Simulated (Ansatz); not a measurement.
Run report: TaC, geometry relaxation

TaC (Fm-3m, 2 atoms in the cell), computed with DFT PBE+D3(BJ), scalar-relativistic, plane waves, PAW, no spin polarisation (Ansatz 0.2.0).

The structure derives from an entry of the Crystallography Open Database. Figures and captions count atoms from 1; the log counts them from 0 in places.

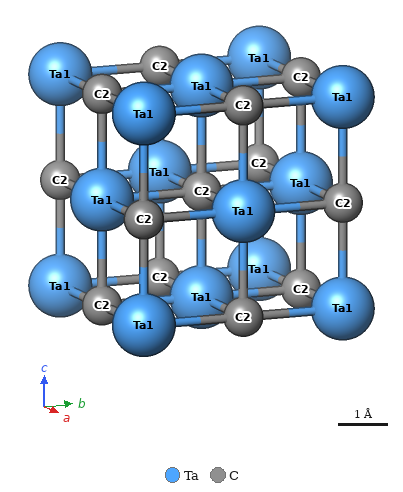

The input geometry (ball-and-stick view of the cell 4 times as large as that of the calculation, set on its symmetry axes, seen slightly off an axis; atoms are numbered from 1 in the order of the input). Near neighbours in the crystal (not all of them lie inside the picture): Ta has 6 C at 2.23 Å; C has 6 Ta at 2.23 Å.

**Input file**
```yaml
crystal:
  lattice:
    - [0.0, 2.227, 2.227]
    - [2.227, 0.0, 2.227]
    - [2.227, 2.227, 0.0]
  atoms:
    - { symbol: Ta, position: [0.0, 0.0, 0.0] }
    - { symbol: C, position: [0.5, 0.5, 0.5] }
basis:
  ecutwfc: 420
kpoints:
  mp_grid: { grid: [16, 16, 16] }
hamiltonian:
  xc: pbe
  dispersion: d3bj
scf:
  occupations: { method: gaussian, width: 0.1 }
output:
  forces: true
  stress: true
  eigenvalues: true
  write_density: true
  write_potential: true
  elf: true
  volumetric_format: npy
relax:
  adjacent_minimum: "off"
  f_tol: 0.005
  max_steps: 80
  cell: { stress_tol: 0.05 }
```

Launched with:
```bash
ansatz run input.yaml --threads 4 --pin off --max-ram 10240MiB --backend cpu --events-out ev --progress --plain --runs-dir out
```

**Log**
```
Engine: ansatz 0.2.0, aarch64-unknown-linux-gnu
Pseudopotentials: kind: paw
Pseudopotential: Ta, paw, valence charge 13, recommended cutoff 420 eV (normal), Ta.paw.azcp
Pseudopotential: C, paw, valence charge 4, recommended cutoff 420 eV (normal), C.paw.azcp
Functional definition: PBE
  parameter kappa = 0.804
  parameter beta = 0.06672455060314922
  exchange = pbe_x(kappa = kappa, mu = beta*pi^2/3)
  correlation = pbe_c(beta = beta)
Crystal: 2 atoms, lattice volume = 22.090 Å³
Basis set: ecut = 420 eV, 411 PW (Γ), exchange–correlation on 48×48×48 points (8 copies of the dense FFT grid, shifted against one another)
Bands: 13, of which v1, the nominal top of the filled ones, is band 9 counted from 1 (8 counted from 0)
Symmetry: 48 space group operations
Space group: Fm-3m (ITA 225), of the structure as read, at distance tolerance 2.8e-5 Å
k-points: 145 of 4096
Non-local potential: Ta, projectors of the file, l = 0: 3, l = 1: 2, l = 2: 2, l = 3: 1
Non-local potential: C, projectors of the file, l = 0: 2, l = 1: 2, l = 2: 1
PAW form: soft (Blöchl's): semilocal exchange-correlation on the pseudo side does not see the compensation charge
PAW one-centre angular grid: Ta, 590 points (default); XC on 64 Gauss nodes
PAW one-centre angular grid: C, 110 points (default); XC on 64 Gauss nodes
Initial density: superposition of atomic densities (neutral atoms: chi_scale 0, normalization atom), corrected by the library's trained network
Initial wavefunctions: pseudopotential atomic-orbital guess
Functional: x = pbe(κ = 0.804, μ = 0.2195149727645171), c = pbe(β = 0.06672455060314922)
SCF iter   1: F=—  HF=-10185.306845 eV  |F-HF|=—  |Δ(HF+E_count)|=         —  Δρ=1.90e-3  dr2=5.78e-4  ethr=1.77e-3  ⟨swp⟩=5.5  Hψ=9817  notcnv=0
preconditioner: auto → none  [metal: Δε(μ)=0.051 eV  Ē_g=10.340 eV  σ=0.100 eV  W_gap=0.28  n_scr=8 (ndim 8)  ℏωp=23.7 eV  f_vac=0.000  D(μ)=0.32/eV (n_scr^D=0)  sad-step TF]
SCF iter   2: F=—  HF=-10185.306926 eV  |F-HF|=—  |Δ(HF+E_count)|=   8.09e-5  Δρ=1.30e-3  dr2=3.09e-4  ethr=3.40e-6  ⟨swp⟩=2.3  Hψ=3834  notcnv=0
SCF iter   3: F=—  HF=-10185.306968 eV  |F-HF|=—  |Δ(HF+E_count)|=   4.18e-5  Δρ=4.09e-4  dr2=1.67e-5  ethr=1.82e-6  ⟨swp⟩=2.0  Hψ=2438  notcnv=0
SCF iter   4: F=—  HF=-10185.306962 eV  |F-HF|=—  |Δ(HF+E_count)|=   6.02e-6  Δρ=1.26e-4  dr2=1.08e-6  ethr=9.81e-8  ⟨swp⟩=2.3  Hψ=3099  notcnv=0
iter 5 did not close the SCF: its close was put off for the readings that it lacked (scf_convergence_deferred on its scf_iter line)
SCF iter   5: F=-10185.306962 eV  HF=-10185.306962 eV  |F-HF|=4.22e-9  |Δ(HF+E_count)|=   9.10e-8  Δρ=9.21e-6  dr2=7.42e-9  ethr=6.33e-9  ⟨swp⟩=3.0  Hψ=3473  notcnv=0
SCF iter   6: F=-10185.306962 eV  HF=-10185.306962 eV  |F-HF|=5.20e-10  |Δ(HF+E_count)|=   5.63e-9  Δρ=2.51e-6  dr2=8.20e-10  ethr=4.36e-11  ⟨swp⟩=6.2  Hψ=10445  notcnv=0
SCF 1 converged in 6 iterations: F = -10185.306962 eV  dr2 = 8.20e-10
  greatest PAW one-centre occupation: 0.999 electrons in one spin orbital (limit 2), on the Ta atom at site 0 (counted from 0), in its partial waves of l = 0
relax step   1: F+E_penalty+E_count = -10185.30696212 eV  Δ(F+E_penalty+E_count) = +0.000e0 eV  max|allowed force component| = 4.076e-30 eV/Å  Δτ_max = 0.0000 Å  P = -2.166 GPa  Ω = 22.090 Å³  (6 SCF iters, dr2 threshold 1.00e-7 eV, accepted)
Crystal: 2 atoms, lattice volume = 21.866 Å³
Initial density: handed on by an earlier stage of this run
Initial wavefunctions: those handed on with the density
iter 1 solved again at ethr=6.31e-6 eV; its pass at ethr=3.10e-3 eV (dr2=1.07e-3 eV) is discarded
SCF iter   1: F=—  HF=-10185.308290 eV  |F-HF|=—  |Δ(HF+E_count)|=         —  Δρ=2.03e-3  dr2=1.06e-3  ethr=6.31e-6  ⟨swp⟩=2.2  Hψ=11665  notcnv=0
preconditioner: auto → none  [metal: Δε(μ)=0.050 eV  Ē_g=10.435 eV  σ=0.100 eV  W_gap=0.28  n_scr=8 (ndim 8)  ℏωp=23.8 eV  f_vac=0.000  D(μ)=0.32/eV (n_scr^D=0)]
SCF iter   2: F=—  HF=-10185.308054 eV  |F-HF|=—  |Δ(HF+E_count)|=   2.36e-4  Δρ=6.41e-4  dr2=1.14e-4  ethr=6.25e-6  ⟨swp⟩=2.1  Hψ=2215  notcnv=0
SCF iter   3: F=—  HF=-10185.308024 eV  |F-HF|=—  |Δ(HF+E_count)|=   3.02e-5  Δρ=1.10e-4  dr2=2.51e-6  ethr=6.72e-7  ⟨swp⟩=2.0  Hψ=2190  notcnv=0
iter 4 did not close the SCF: its close was put off for the readings that it lacked (scf_convergence_deferred on its scf_iter line)
SCF iter   4: F=-10185.308024 eV  HF=-10185.308024 eV  |F-HF|=1.89e-8  |Δ(HF+E_count)|=   2.96e-7  Δρ=1.88e-5  dr2=5.77e-8  ethr=1.48e-8  ⟨swp⟩=2.1  Hψ=2431  notcnv=0
iter 5 did not close the SCF: its close was put off for the readings that it lacked (scf_convergence_deferred on its scf_iter line)
SCF iter   5: F=-10185.308024 eV  HF=-10185.308024 eV  |F-HF|=1.18e-9  |Δ(HF+E_count)|=   8.66e-9  Δρ=3.11e-6  dr2=2.09e-9  ethr=3.39e-10  ⟨swp⟩=2.1  Hψ=2841  notcnv=0
SCF iter   6: F=-10185.308024 eV  HF=-10185.308024 eV  |F-HF|=6.00e-11  |Δ(HF+E_count)|=  7.28e-11  Δρ=6.82e-7  dr2=9.04e-11  ethr=1.23e-11  ⟨swp⟩=5.0  Hψ=9169  notcnv=0
SCF 2 converged in 6 iterations: F = -10185.308024 eV  dr2 = 9.04e-11
relax step   2: F+E_penalty+E_count = -10185.30802392 eV  Δ(F+E_penalty+E_count) = -1.062e-3 eV  max|allowed force component| = 2.449e-30 eV/Å  Δτ_max = 0.0000 Å  P = +1.290 GPa  Ω = 21.866 Å³  energy of the carried Pulay correction = +4.306e-4 eV  (6 SCF iters, dr2 threshold 2.00e-7 eV, accepted)
Crystal: 2 atoms, lattice volume = 21.949 Å³
iter 1 solved again at ethr=8.89e-7 eV; its pass at ethr=3.10e-3 eV (dr2=1.51e-4 eV) is discarded
SCF iter   1: F=—  HF=-10185.308230 eV  |F-HF|=—  |Δ(HF+E_count)|=         —  Δρ=7.58e-4  dr2=1.49e-4  ethr=8.89e-7  ⟨swp⟩=2.4  Hψ=11605  notcnv=0
preconditioner: auto → none  [metal: Δε(μ)=0.051 eV  Ē_g=10.390 eV  σ=0.100 eV  W_gap=0.28  n_scr=8 (ndim 8)  ℏωp=23.8 eV  f_vac=0.000  D(μ)=0.32/eV (n_scr^D=0)]
SCF iter   2: F=—  HF=-10185.308197 eV  |F-HF|=—  |Δ(HF+E_count)|=   3.31e-5  Δρ=2.40e-4  dr2=1.61e-5  ethr=8.79e-7  ⟨swp⟩=2.1  Hψ=2223  notcnv=0
SCF iter   3: F=—  HF=-10185.308193 eV  |F-HF|=—  |Δ(HF+E_count)|=   4.19e-6  Δρ=4.04e-5  dr2=3.41e-7  ethr=9.48e-8  ⟨swp⟩=2.0  Hψ=2199  notcnv=0
iter 4 did not close the SCF: its close was put off for the readings that it lacked (scf_convergence_deferred on its scf_iter line)
SCF iter   4: F=-10185.308193 eV  HF=-10185.308193 eV  |F-HF|=2.21e-9  |Δ(HF+E_count)|=   3.62e-8  Δρ=6.91e-6  dr2=7.61e-9  ethr=2.01e-9  ⟨swp⟩=2.0  Hψ=2403  notcnv=0
iter 5 did not close the SCF: its close was put off for the readings that it lacked (scf_convergence_deferred on its scf_iter line)
SCF iter   5: F=-10185.308193 eV  HF=-10185.308193 eV  |F-HF|=1.20e-10  |Δ(HF+E_count)|=   1.11e-9  Δρ=9.98e-7  dr2=2.12e-10  ethr=4.48e-11  ⟨swp⟩=2.1  Hψ=2854  notcnv=0
SCF iter   6: F=-10185.308193 eV  HF=-10185.308193 eV  |F-HF|=3.64e-12  |Δ(HF+E_count)|=  1.82e-12  Δρ=2.37e-7  dr2=1.11e-11  ethr=1.24e-12  ⟨swp⟩=4.2  Hψ=8333  notcnv=0
SCF 3 converged in 6 iterations: F = -10185.308193 eV  dr2 = 1.11e-11
relax step   3: F+E_penalty+E_count = -10185.30819294 eV  Δ(F+E_penalty+E_count) = -1.690e-4 eV  max|allowed force component| = 1.989e-30 eV/Å  Δτ_max = 0.0000 Å  P = -0.013 GPa  Ω = 21.949 Å³  energy of the carried Pulay correction = +2.703e-4 eV  (6 SCF iters, dr2 threshold 2.00e-7 eV, accepted)
Initial wavefunctions: pseudopotential atomic-orbital guess (no wavefunctions were taken with the density)
iter 1 solved again at ethr=6.14e-8 eV; its pass at ethr=3.10e-3 eV (dr2=1.04e-5 eV) is discarded
SCF iter   1: F=—  HF=-10185.307927 eV  |F-HF|=—  |Δ(HF+E_count)|=         —  Δρ=2.84e-5  dr2=3.26e-8  ethr=6.14e-8  ⟨swp⟩=3.2  Hψ=14932  notcnv=0
preconditioner: auto → none  [metal: Δε(μ)=0.051 eV  Ē_g=10.393 eV  σ=0.100 eV  W_gap=0.28  n_scr=8 (ndim 8)  ℏωp=23.8 eV  f_vac=0.000  D(μ)=0.32/eV (n_scr^D=0)]
SCF iter   2: F=—  HF=-10185.307927 eV  |F-HF|=—  |Δ(HF+E_count)|=   1.32e-7  Δρ=1.38e-5  dr2=5.26e-9  ethr=1.92e-10  ⟨swp⟩=2.3  Hψ=2749  notcnv=0
SCF iter   3: F=—  HF=-10185.307927 eV  |F-HF|=—  |Δ(HF+E_count)|=   1.12e-8  Δρ=2.06e-6  dr2=1.08e-10  ethr=3.09e-11  ⟨swp⟩=2.2  Hψ=2610  notcnv=0
iter 4 did not close the SCF: its close was put off for the readings that it lacked (scf_convergence_deferred on its scf_iter line)
SCF iter   4: F=-10185.307927 eV  HF=-10185.307927 eV  |F-HF|=3.64e-12  |Δ(HF+E_count)|=  3.22e-10  Δρ=1.63e-7  dr2=1.57e-12  ethr=1.00e-12  ⟨swp⟩=2.0  Hψ=2519  notcnv=0
iter 5 did not close the SCF: its close was put off for the readings that it lacked (scf_convergence_deferred on its scf_iter line)
SCF iter   5: F=-10185.307927 eV  HF=-10185.307927 eV  |F-HF|=1.82e-12  |Δ(HF+E_count)|=  1.82e-12  Δρ=1.27e-8  dr2=2.55e-14  ethr=1.00e-12  ⟨swp⟩=1.0  Hψ=1885  notcnv=0
iter 6 did not close the SCF: its close was put off for the readings that it lacked (scf_convergence_deferred on its scf_iter line)
SCF iter   6: F=-10185.307927 eV  HF=-10185.307927 eV  |F-HF|=3.64e-12  |Δ(HF+E_count)|=  1.82e-12  Δρ=2.15e-9  dr2=1.14e-15  ethr=1.00e-12  ⟨swp⟩=1.0  Hψ=1885  notcnv=0
iter 7 did not close the SCF: its close was put off for the readings that it lacked (scf_convergence_deferred on its scf_iter line)
SCF iter   7: F=-10185.307927 eV  HF=-10185.307927 eV  |F-HF|=1.09e-11  |Δ(HF+E_count)|=  5.46e-12  Δρ=3.08e-10  dr2=1.98e-17  ethr=1.00e-12  ⟨swp⟩=1.0  Hψ=1885  notcnv=0
SCF iter   8: F=-10185.307927 eV  HF=-10185.307927 eV  |F-HF|=3.64e-12  |Δ(HF+E_count)|=  5.46e-12  Δρ=1.07e-10  dr2=2.91e-18  ethr=1.00e-12  ⟨swp⟩=1.7  Hψ=4542  notcnv=0
SCF 4 converged in 8 iterations: F = -10185.307927 eV  dr2 = 2.91e-18
relax step   4: F+E_penalty+E_count = -10185.30792717 eV  Δ(F+E_penalty+E_count) = +2.658e-4 eV  max|allowed force component| = 2.104e-30 eV/Å  Δτ_max = 0.0000 Å  P = -0.028 GPa  Ω = 21.949 Å³  stress off target by 2.75e-2 GPa  SCF on the basis re-selected at this cell (its energy is not comparable with the rows above)  (8 SCF iters)
```

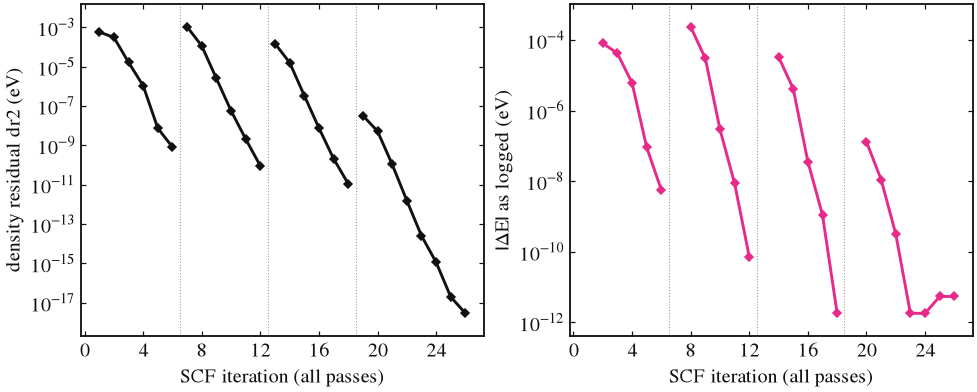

Convergence of the self-consistent field: density residual dr2 and size of the energy change against the SCF iteration. The dotted lines part the SCF passes of the relaxation: geometry steps, rejected trials and re-solves on a re-selected basis. The passes take 6, 6, 6 and 8 iterations.

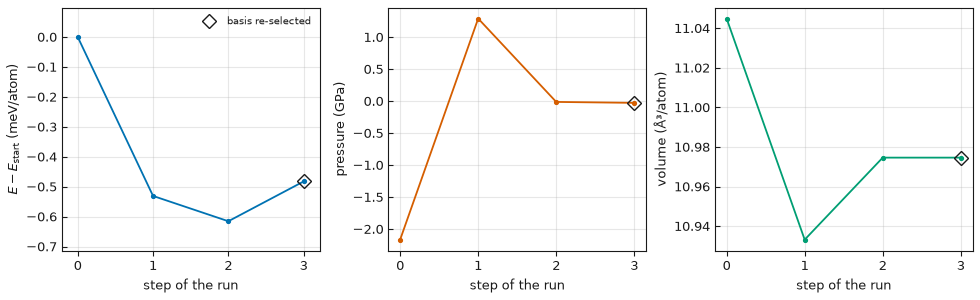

Progress of the relaxation, step by step (the first geometry is step 0 here and step 1 in the log). The energy falls by 0.6 meV per atom in 2 geometry steps. All forces vanish by symmetry, so only the cell relaxes. The pressure goes from −2.17 to −0.03 GPa. The atoms keep their places relative to the cell (all moves are under 0.005 Å). Cell: a = b = c 4.454 → 4.445 Å (−0.2 %). Volume −0.6 %. Among the contacts that change: Ta1–C2 2.227 → 2.222 Å. The space group stays Fm-3m (No. 225). A last SCF at the same geometry on a re-selected plane-wave basis shifts the energy by +0.1 meV per atom. (Atoms are counted from 1 in the order of the input.)

```
basis re-selected at this cell: Δ(F+E_penalty+E_count) = +2.658e-4 eV, ΔP = -0.015 GPa vs the last step (what re-selecting the basis moved, of the pressure what is left beyond the Pulay correction that the steps carried, after the strain that the cell walked since its last selection, with what the two solves' SCF thresholds leave and, on support functions, any second-order correction that the steps lacked; it is no measure of the basis error at this ecutwfc). This SCF's stress stands 2.75e-2 GPa from its target on what of the cell is left free (relax.cell.stress_tol is 5.00e-2 GPa) and its largest allowed force component is 2.10e-30 eV/Å (relax.f_tol is 5.00e-3 eV/Å): within both
SCF converged after 8 iterations
Free energy (F): -10185.307927 eV
Harris-Foulkes:  -10185.307927 eV  (|F-HF|=3.64e-12)
Internal energy: -10185.306331 eV  (E = F + TS)
E sigma→0 (E₀):  -10185.307129 eV
Entropy (-TS):   -0.001596 eV (-0.798 meV/atom)
Fermi energy:    20.156404 eV
--- Per-component energies (eV) ---
  E_band       = -61.698124
  E_kinetic    = 457.801250
  E_local      = -548.145026  (includes V_loc(G=0)·N_el)
  E_nonlocal   = 41.135974
  E_hartree    = 186.881593
  E_xc         = -268.398864
  E_vxc        = -266.136952  (∫ρ·V_xc dr)
  E_paw        = -8496.043389  (= ΣΔE_a)
  E_vpaw       = -120.116699  (= ΣTr[D̂ρ^β])
  E_aug_tail   = 0.000141  (compensation charges beyond the density's cutoff)
  E_ewald      = -1557.611141
  E_disp       = -0.926870  (pairwise vdW)
  E_smearing   = -0.001596  (= −TS)
  E_closure    = 0.000000  (closes the sum)
  Σ components = -10185.307927   (vs F -10185.307927, Δ=0.00e0)
--- Forces (eV/Å), atoms counted from 1 ---
  atom   1  Ta    -0.00000000     0.00000000    -0.00000000
  atom   2  C      0.00000000    -0.00000000     0.00000000
  max |Σ_I F_I| component: 3.16e-30 eV/Å
--- Stress (GPa, compression-positive) ---
       -0.027500      -0.000000      -0.000000
       -0.000000      -0.027500      -0.000000
       -0.000000      -0.000000      -0.027500
  P = ⅓ Tr σ = -0.0275 GPa (-0.275 kbar)
--- Band table (eV; the first three rows and the last of 145) ---
  k-point 0: bands = ["-48.5493", "-14.8185", "-14.8185", "-14.8185", "5.3297", "18.8361", "18.8361", "18.8361", "19.6824", "19.6824", "19.6824", "20.8524", "20.8524"]
  k-point 1: bands = ["-48.5475", "-14.8483", "-14.8215", "-14.8215", "5.4406", "18.2273", "18.5740", "18.5740", "19.3298", "19.3298", "20.0542", "21.6872", "21.6872"]
  k-point 2: bands = ["-48.5423", "-14.9323", "-14.8299", "-14.8299", "5.7647", "17.1891", "17.6966", "17.6966", "19.5074", "19.5074", "20.4780", "23.0375", "23.0375"]
  k-point 144: bands = ["-48.4850", "-15.2763", "-15.2763", "-15.0859", "8.3212", "14.8556", "15.1583", "15.1583", "21.8050", "21.8050", "24.3464", "25.2240", "26.6468"]
--- Relaxed structure (3 steps of the walk, 3 accepted, 1 SCFs on fresh bases) ---
  F+E_penalty+E_count = -10185.30792717 eV   max|allowed force component| = 2.104e-30 eV/Å   (the final SCF, on the basis selected at the relaxed cell)
  cell:  # Å, volume = 21.9492 Å³
    - [-7.643058049343384e-34, 2.2222676903241054, 2.2222676903241054]
    - [2.2222676903241054, -7.133520846053825e-34, 2.2222676903241054]
    - [2.2222676903241054, 2.2222676903241054, 1.2738430082238975e-34]
  atoms:
    - { symbol: Ta, position: [-1.914291054772852e-36, 2.815133904078874e-36, 1.9142910547719813e-36] }
    - { symbol: C, position: [0.5, 0.5, 0.5] }
```

**Trajectory as extended XYZ (Å, eV, eV/Å), 4 frames, from step=1 to step=4**
```
2
Lattice="0.0000 2.2270 2.2270 2.2270 0.0000 2.2270 2.2270 2.2270 0.0000" Properties=species:S:1:pos:R:3:forces:R:3 step=1 energy=-10185.30696 pressure_GPa=-2.17
Ta    0.0000    0.0000    0.0000    0.0000   0.0000   0.0000
C     2.2270    2.2270    2.2270    0.0000   0.0000   0.0000
2
Lattice="0.0000 2.2195 2.2195 2.2195 0.0000 2.2195 2.2195 2.2195 0.0000" Properties=species:S:1:pos:R:3:forces:R:3 step=2 energy=-10185.30802 pressure_GPa=1.29
Ta    0.0000    0.0000    0.0000    0.0000   0.0000   0.0000
C     2.2195    2.2195    2.2195    0.0000   0.0000   0.0000
2
Lattice="0.0000 2.2223 2.2223 2.2223 0.0000 2.2223 2.2223 2.2223 0.0000" Properties=species:S:1:pos:R:3:forces:R:3 step=3 energy=-10185.30819 pressure_GPa=-0.01
Ta    0.0000    0.0000    0.0000    0.0000   0.0000   0.0000
C     2.2223    2.2223    2.2223    0.0000   0.0000   0.0000
2
Lattice="0.0000 2.2223 2.2223 2.2223 0.0000 2.2223 2.2223 2.2223 0.0000" Properties=species:S:1:pos:R:3:forces:R:3 step=4 energy=-10185.30793 pressure_GPa=-0.03
Ta    0.0000    0.0000    0.0000    0.0000   0.0000   0.0000
C     2.2223    2.2223    2.2223    0.0000   0.0000   0.0000
```

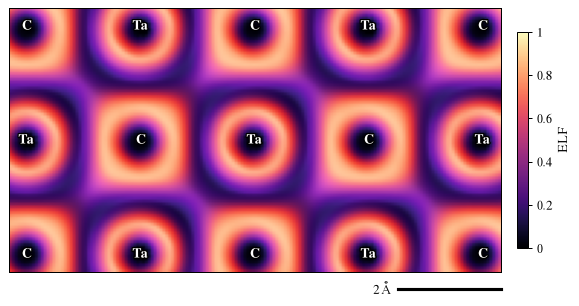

ELF on the (100) plane of the conventional cell. The section cuts through Ta and C sites. Ta–C (2.22 Å): the ELF is about 0.25 at the midpoint (no shared pair; the contact is polar). The strong features right at Ta lie inside the PAW spheres (semicore, d or f shells) and say nothing about bonding. The fields are those of the smooth PAW valence density.

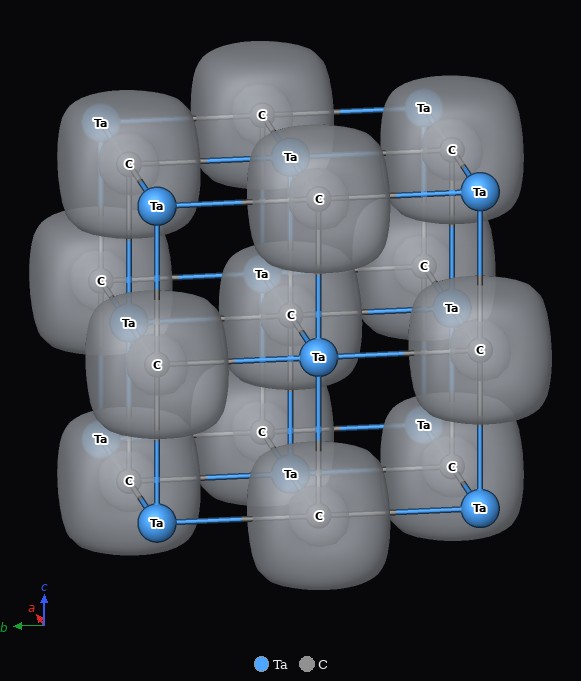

Isosurface of the ELF at 0.55 (grey), seen at an oblique angle. Core shells and regions of very low density are left out. Sticks mark near contacts. The outline is the cell set on symmetry axes. Along the contacts the grid gives the following. Ta–C (2.22 Å): the ELF is about 0.25 at the midpoint; no shared pair; the contact is polar.

**Results in brief**

- outcome: converged
- space group (tolerance 0.01 Å): Fm-3m (225)
- electrons treated: 17
- free energy: −10185.3079 eV
- Fermi energy: 20.156 eV
- gap on the k-point mesh: none (metallic)
- pressure: −0.03 GPa
- final volume: 21.95 Å³
- largest force (length of the vector) at the end: under 0.001 eV/Å
- final cell: a = 3.143 Å, b = 3.143 Å, c = 3.143 Å, α = 60.00°, β = 60.00°, γ = 60.00°
- hardware: 4 threads of Arm Neoverse V2, 24 GiB of memory available, shared host
- wall time: 3.4 s (CPU time 11 s)
- peak memory: 0.32 GiB

**Notes**

Spin–orbit coupling is left out, which matters for Ta.
